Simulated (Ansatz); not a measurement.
**Geometry relaxation, with input and output: Zn$_{21}$S$_{20}$ (charge +1) (part 2 of 3)**

Continued. System: Zn$_{21}$S$_{20}$ (defect cell, 41 atoms in the cell, total charge +1). Method: DFT PBE, scalar-relativistic, plane waves, PAW, spin-polarised (Ansatz 0.2.0); cutoff 420 eV, 2×2×2 k-mesh, Gaussian smearing of 0.01 eV, collinear spins. The structure derives from a Materials Project entry. It belongs to a series of runs on one base structure; here: S vacancy (site a), charge +1, atoms relaxed at the host's cell, started again with a moment of 3 μB.

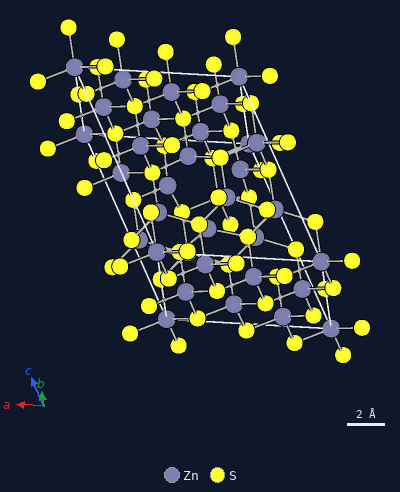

The geometry at step 2 of the log (ball-and-stick view of the cell of the calculation, seen at an oblique angle; bonded neighbours outside the cell are drawn too).

Output, continued
```
--- Forces (eV/Å), atoms counted from 1 ---
  atom   1  Zn     0.00000000    -0.00000000     0.00890148
  atom   2  Zn    -0.00036489     0.00020328     0.00927157
  atom   3  Zn     0.00000640    -0.00041764     0.00927157
  atom   4  Zn     0.00035849     0.00021437     0.00927157
  atom   5  Zn    -0.00252936    -0.00429652     0.00693920
  atom   6  Zn    -0.00245621     0.00433875     0.00693920
  atom   7  Zn     0.00498558    -0.00004223     0.00693920
  atom   8  Zn    -0.00000000     0.00000000    -0.00616312
  atom   9  Zn     0.00436001    -0.00275072    -0.00427862
  atom  10  Zn     0.00020219     0.00515124    -0.00427862
  atom  11  Zn    -0.00456220    -0.00240052    -0.00427862
  atom  12  Zn     0.00212110    -0.00207101    -0.00528917
  atom  13  Zn    -0.00285410    -0.00080142    -0.00528917
  atom  14  Zn     0.00073300     0.00287244    -0.00528917
  atom  15  Zn    -0.00000000     0.00000000    -0.01777279
  atom  16  Zn     0.00198957    -0.00196182    -0.00396878
  atom  17  Zn     0.00070420     0.00270392    -0.00396878
  atom  18  Zn    -0.00269377    -0.00074211    -0.00396878
  atom  19  Zn    -0.00046443     0.00204298    -0.00168764
  atom  20  Zn     0.00200148    -0.00061929    -0.00168764
  atom  21  Zn    -0.00153706    -0.00142369    -0.00168764
  atom  22  S      0.00000000    -0.00000000     0.00174901
  atom  23  S     -0.00030940    -0.00076948    -0.00068621
  atom  24  S      0.00082109     0.00011679    -0.00068621
  atom  25  S     -0.00051168     0.00065269    -0.00068621
  atom  26  S      0.00232333     0.00498103     0.00512207
  atom  27  S      0.00315203    -0.00450258     0.00512207
  atom  28  S     -0.00547536    -0.00047845     0.00512207
  atom  29  S     -0.00561334     0.00299747    -0.00068933
  atom  30  S      0.00021079    -0.00636003    -0.00068933
  atom  31  S      0.00540256     0.00336256    -0.00068933
  atom  32  S     -0.00657572     0.00013339     0.00110640
  atom  33  S      0.00340338     0.00562804     0.00110640
  atom  34  S      0.00317234    -0.00576143     0.00110640
  atom  35  S     -0.00000000     0.00000000    -0.00378408
  atom  36  S     -0.00141015     0.00066826    -0.00039252
  atom  37  S      0.00012635    -0.00155536    -0.00039252
  atom  38  S      0.00128381     0.00088710    -0.00039252
  atom  39  S      0.00011179     0.00128125     0.00024293
  atom  40  S      0.00105370    -0.00073744     0.00024293
  atom  41  S     -0.00116549    -0.00054381     0.00024293
  max |Σ_I F_I| component: 2.01e-7 eV/Å
--- Charged-cell corrections in eV (Makov–Payne, q = +1.000 e, ε = [9.142, 9.142, 9.550]) ---
  F (periodic)     = -87777.877057  (uncorrected; the corrections below are reported, never added to it)
  E_corr1          = +0.236476  (monopole, q²α_M/2ε̄L, of the cell on which ε is isotropic)
  F Makov-Payne    = -87777.640580  (F + E_corr1; no measured alignment; for a localised charge, not one spread in a band: unchecked)
  no potential alignment in this run, which stands beside a crystal: run the host's input off ansatz write-host-input, and read the two finished runs by ansatz place-levels (neither reads a slab, a wire or a sheet, whose cell leaves a vacuum)
--- Band table (eV; the first three rows and the last of 8) ---
  k-point 0 ↑: bands = ["-7.7341", "-7.1496", "-7.1316", "-7.0451", "-7.0451", "-6.9998", "-6.9998", "-6.9939", "-6.8973", "-6.8973", "-6.8893", "-6.8629", "-6.8265", "-6.8265", "-6.6861", "-6.6485", "-6.6485", "-6.5818", "-6.5818", "-6.5769", "-1.0573", "-1.0573", "-1.0440", "-1.0396", "-1.0355", "-1.0355", "-1.0087", "-1.0087", "-1.0034", "-0.9981", "-0.9981", "-0.9725", "-0.9515", "-0.9515", "-0.9452", "-0.9231", "-0.9231", "-0.9127", "-0.9127", "-0.9076",
      "-0.8967", "-0.8967", "-0.8892", "-0.8746", "-0.8746", "-0.8720", "-0.8623", "-0.8623", "-0.8610", "-0.8511", "-0.8460", "-0.8460", "-0.8221", "-0.8034", "-0.8034", "-0.7979", "-0.7979", "-0.7845", "-0.7806", "-0.7687", "-0.7667", "-0.7667", "-0.7449", "-0.7414", "-0.7414", "-0.7326", "-0.7326", "-0.7248", "-0.7192", "-0.7192", "-0.7189", "-0.7071", "-0.7005", "-0.7005", "-0.6879", "-0.6690", "-0.6690", "-0.6508", "-0.6508", "-0.6441",
      "-0.6268", "-0.6268", "-0.6133", "-0.6103", "-0.6103", "-0.5722", "-0.5535", "-0.5453", "-0.5453", "-0.5245", "-0.5217", "-0.5217", "-0.5153", "-0.5153", "-0.5069", "-0.5069", "-0.5047", "-0.4991", "-0.4991", "-0.4871", "-0.4750", "-0.4709", "-0.4709", "-0.4619", "-0.4619", "-0.4602", "-0.4551", "-0.4551", "-0.4447", "-0.4447", "-0.4382", "-0.4250", "-0.4250", "-0.4117", "-0.4053", "-0.4053", "-0.3966", "-0.3923", "-0.3923", "-0.2942",
      "-0.1959", "-0.1959", "-0.1618", "-0.1618", "-0.1494", "0.7083", "0.7326", "0.7326", "0.8537", "0.8648", "0.8648", "0.9954", "1.2645", "1.2947", "1.2947", "1.4030", "1.4030", "1.4063", "1.4369", "1.5109", "1.5109", "1.5111", "1.7129", "1.7129", "1.7197", "2.2778", "2.2816", "2.2816", "2.4153", "2.4153", "2.7240", "2.9551", "2.9857", "2.9857", "3.0198", "3.1058", "3.1058", "3.2753", "3.3118", "3.3118",
      "3.3218", "3.5568", "3.5568", "3.7569", "3.7811", "3.7811", "3.8751", "3.8751", "3.9103", "4.0313", "4.0582", "4.0582", "4.1156", "4.2319", "4.2319", "4.2800", "4.2962", "4.2962", "4.4181", "4.4181", "4.6279", "4.6279", "5.1064", "5.1581", "5.1581", "6.2323", "7.7855", "8.4283", "8.5115", "8.5115", "8.7533", "9.1817", "9.3327", "9.3327", "9.3574", "9.3829", "9.3829", "9.4308", "9.5744", "9.5744",
      "9.6316", "9.8677", "9.8677", "10.1966", "10.3339", "10.3339", "10.4275", "10.5514", "10.5688", "10.5688", "10.7371", "10.8156", "10.8156", "10.9387", "10.9387", "11.0020", "11.0853", "11.0853", "11.3635", "11.4444", "11.4444", "11.5747", "11.5747", "11.5870", "11.6976", "11.6976", "11.7980", "11.8989"]
  k-point 1 ↑: bands = ["-7.5621", "-7.5326", "-7.0781", "-7.0781", "-7.0208", "-7.0208", "-7.0148", "-6.9882", "-6.8423", "-6.8400", "-6.8400", "-6.8034", "-6.7782", "-6.7782", "-6.6682", "-6.6682", "-6.6533", "-6.6199", "-6.6126", "-6.6126", "-1.0631", "-1.0512", "-1.0512", "-1.0341", "-1.0341", "-1.0312", "-1.0077", "-1.0077", "-0.9987", "-0.9853", "-0.9853", "-0.9833", "-0.9470", "-0.9470", "-0.9445", "-0.9222", "-0.9222", "-0.9139", "-0.9123", "-0.9123",
      "-0.9038", "-0.8897", "-0.8897", "-0.8804", "-0.8770", "-0.8770", "-0.8541", "-0.8527", "-0.8527", "-0.8445", "-0.8294", "-0.8294", "-0.8147", "-0.8147", "-0.8100", "-0.7952", "-0.7952", "-0.7925", "-0.7812", "-0.7812", "-0.7740", "-0.7634", "-0.7510", "-0.7510", "-0.7480", "-0.7253", "-0.7253", "-0.7223", "-0.7114", "-0.7114", "-0.7092", "-0.6923", "-0.6923", "-0.6758", "-0.6758", "-0.6716", "-0.6642", "-0.6608", "-0.6608", "-0.6350",
      "-0.6350", "-0.6301", "-0.6115", "-0.6115", "-0.6051", "-0.5850", "-0.5850", "-0.5788", "-0.5553", "-0.5553", "-0.5521", "-0.5164", "-0.5164", "-0.5062", "-0.5033", "-0.5033", "-0.4839", "-0.4839", "-0.4837", "-0.4762", "-0.4762", "-0.4699", "-0.4607", "-0.4607", "-0.4596", "-0.4502", "-0.4502", "-0.4384", "-0.4384", "-0.4220", "-0.4165", "-0.4059", "-0.4059", "-0.3789", "-0.3789", "-0.3570", "-0.3555", "-0.3555", "-0.3354", "-0.2704",
      "-0.2628", "-0.2628", "-0.2413", "-0.2413", "-0.2312", "0.1688", "0.7087", "0.8476", "0.8476", "0.8766", "0.8766", "0.8954", "0.9532", "0.9785", "0.9785", "1.1484", "1.2036", "1.2036", "1.5656", "1.7894", "1.7894", "1.8218", "2.0250", "2.0250", "2.6253", "2.6253", "2.6350", "2.6709", "2.6709", "2.7745", "2.8996", "2.8996", "2.9192", "2.9229", "3.0079", "3.0079", "3.1545", "3.2537", "3.2537", "3.3873",
      "3.4291", "3.4291", "3.4522", "3.6221", "3.6566", "3.6566", "3.6771", "3.7566", "3.7566", "3.7875", "3.8635", "3.8753", "3.8753", "4.0394", "4.1075", "4.1075", "4.2461", "4.2558", "4.2558", "4.3452", "4.3452", "4.8139", "4.8139", "5.0509", "5.0509", "6.7137", "8.0065", "8.4018", "8.5259", "8.5259", "8.8912", "9.0270", "9.5307", "9.6151", "9.6151", "9.7656", "9.7656", "9.7701", "9.9860", "9.9860",
      "9.9939", "10.0409", "10.0409", "10.0639", "10.1356", "10.1356", "10.1686", "10.3183", "10.3183", "10.4792", "10.5132", "10.5132", "10.8635", "10.8635", "10.8762", "11.0533", "11.1846", "11.1846", "11.3939", "11.5854", "11.6798", "11.6798", "11.7272", "11.7934", "11.8146", "11.8146", "11.8602", "11.9697"]
  k-point 2 ↑: bands = ["-7.5217", "-7.4842", "-7.1456", "-7.1042", "-7.0867", "-7.0643", "-7.0155", "-6.9920", "-6.9051", "-6.8693", "-6.8460", "-6.7877", "-6.7108", "-6.7055", "-6.6878", "-6.6634", "-6.6383", "-6.6153", "-6.5898", "-6.5744", "-1.0726", "-1.0654", "-1.0541", "-1.0441", "-1.0344", "-1.0259", "-1.0230", "-1.0132", "-1.0048", "-0.9977", "-0.9935", "-0.9819", "-0.9631", "-0.9534", "-0.9392", "-0.9345", "-0.9298", "-0.9225", "-0.9137", "-0.8991",
      "-0.8953", "-0.8932", "-0.8870", "-0.8792", "-0.8764", "-0.8716", "-0.8623", "-0.8551", "-0.8531", "-0.8480", "-0.8419", "-0.8344", "-0.8266", "-0.8233", "-0.8185", "-0.8125", "-0.8112", "-0.8069", "-0.7947", "-0.7826", "-0.7727", "-0.7648", "-0.7605", "-0.7529", "-0.7454", "-0.7246", "-0.7235", "-0.7129", "-0.7025", "-0.7014", "-0.6946", "-0.6892", "-0.6818", "-0.6679", "-0.6598", "-0.6537", "-0.6489", "-0.6397", "-0.6388", "-0.6362",
      "-0.6242", "-0.6118", "-0.6021", "-0.5902", "-0.5795", "-0.5756", "-0.5589", "-0.5524", "-0.5344", "-0.5303", "-0.5226", "-0.5156", "-0.5119", "-0.5079", "-0.4989", "-0.4942", "-0.4908", "-0.4862", "-0.4816", "-0.4784", "-0.4740", "-0.4709", "-0.4699", "-0.4649", "-0.4622", "-0.4557", "-0.4527", "-0.4490", "-0.4425", "-0.4393", "-0.4261", "-0.4254", "-0.4123", "-0.4003", "-0.3869", "-0.3560", "-0.3361", "-0.3184", "-0.2876", "-0.2636",
      "-0.2263", "-0.2069", "-0.1909", "-0.1719", "-0.1675", "0.3817", "0.5503", "0.5814", "0.7201", "0.7559", "0.7770", "0.8077", "0.8432", "0.9177", "1.0371", "1.1513", "1.2322", "1.3286", "1.4637", "1.7323", "1.8095", "1.8344", "1.9532", "2.0984", "2.1636", "2.2313", "2.3488", "2.4252", "2.6955", "2.8402", "2.8940", "2.9929", "3.1071", "3.1335", "3.1977", "3.2385", "3.2574", "3.2763", "3.3443", "3.3765",
      "3.4231", "3.4457", "3.5236", "3.6856", "3.7590", "3.7764", "3.8322", "3.8473", "3.9182", "3.9253", "3.9487", "4.0152", "4.0427", "4.0913", "4.1359", "4.1893", "4.2102", "4.2475", "4.2608", "4.3531", "4.3897", "4.7124", "4.7352", "4.8746", "4.9314", "6.7137", "8.0293", "8.5672", "8.6060", "8.7349", "8.9288", "9.0625", "9.1030", "9.2129", "9.2760", "9.3724", "9.4267", "9.4772", "9.6118", "9.6795",
      "9.7002", "9.7640", "9.8639", "9.9515", "10.0517", "10.1052", "10.1720", "10.3436", "10.5133", "10.6108", "10.6485", "10.7146", "10.7496", "10.8513", "10.9579", "11.0386", "11.0680", "11.2221", "11.2788", "11.3474", "11.3851", "11.5881", "11.6450", "11.7540", "11.7871", "11.8315", "12.0341", "12.1154"]
  k-point 3 ↓: bands = ["-7.4615", "-7.4093", "-7.2612", "-7.2162", "-7.1920", "-7.1190", "-6.8345", "-6.8190", "-6.8136", "-6.7953", "-6.7797", "-6.7725", "-6.7668", "-6.7588", "-6.7182", "-6.6882", "-6.6756", "-6.6019", "-6.5901", "-6.5703", "-1.0733", "-1.0480", "-1.0442", "-1.0371", "-1.0289", "-1.0249", "-1.0182", "-1.0089", "-0.9945", "-0.9891", "-0.9829", "-0.9706", "-0.9451", "-0.9406", "-0.9380", "-0.9308", "-0.9223", "-0.9198", "-0.9015", "-0.8981",
      "-0.8943", "-0.8890", "-0.8818", "-0.8801", "-0.8707", "-0.8672", "-0.8653", "-0.8592", "-0.8536", "-0.8516", "-0.8413", "-0.8334", "-0.8286", "-0.8227", "-0.8155", "-0.8033", "-0.8009", "-0.7958", "-0.7905", "-0.7880", "-0.7678", "-0.7620", "-0.7553", "-0.7491", "-0.7398", "-0.7316", "-0.7228", "-0.7165", "-0.7018", "-0.6963", "-0.6836", "-0.6715", "-0.6668", "-0.6651", "-0.6572", "-0.6531", "-0.6432", "-0.6322", "-0.6268", "-0.6212",
      "-0.6075", "-0.6060", "-0.5996", "-0.5939", "-0.5781", "-0.5647", "-0.5551", "-0.5487", "-0.5424", "-0.5319", "-0.5263", "-0.5175", "-0.5130", "-0.5066", "-0.5005", "-0.4916", "-0.4904", "-0.4848", "-0.4823", "-0.4750", "-0.4726", "-0.4691", "-0.4660", "-0.4629", "-0.4622", "-0.4465", "-0.4424", "-0.4346", "-0.4308", "-0.4242", "-0.4060", "-0.3884", "-0.3796", "-0.3706", "-0.3551", "-0.3364", "-0.3284", "-0.3204", "-0.3040", "-0.3002",
      "-0.2814", "-0.2718", "-0.2647", "-0.1974", "-0.1769", "0.3856", "0.5813", "0.6044", "0.6308", "0.7237", "0.7694", "0.8599", "0.8795", "0.9703", "1.0204", "1.1115", "1.1618", "1.2625", "1.2847", "1.3923", "2.0666", "2.1794", "2.2096", "2.3113", "2.3913", "2.4861", "2.5636", "2.6592", "2.7732", "2.8433", "2.8920", "2.9413", "2.9873", "3.0439", "3.1157", "3.1387", "3.2101", "3.2424", "3.3046", "3.3689",
      "3.3881", "3.4585", "3.5618", "3.5891", "3.6133", "3.7245", "3.7735", "3.8418", "3.8772", "3.9041", "3.9287", "3.9777", "4.0044", "4.0270", "4.0635", "4.2124", "4.2564", "4.3495", "4.3891", "4.5108", "4.5505", "4.5949", "4.6592", "4.7180", "4.7314", "7.2864", "8.3019", "8.5706", "8.7084", "8.7885", "9.0385", "9.1740", "9.2567", "9.3718", "9.4516", "9.5093", "9.5761", "9.5957", "9.6272", "9.6404",
      "9.7078", "9.7357", "9.8395", "9.9066", "9.9527", "10.1229", "10.2999", "10.4044", "10.4645", "10.6267", "10.6745", "10.8035", "10.9132", "10.9284", "10.9643", "11.0373", "11.0617", "11.0929", "11.1983", "11.2441", "11.4188", "11.5135", "11.6234", "11.7182", "11.7752", "11.9536", "11.9913", "12.0347"]
```
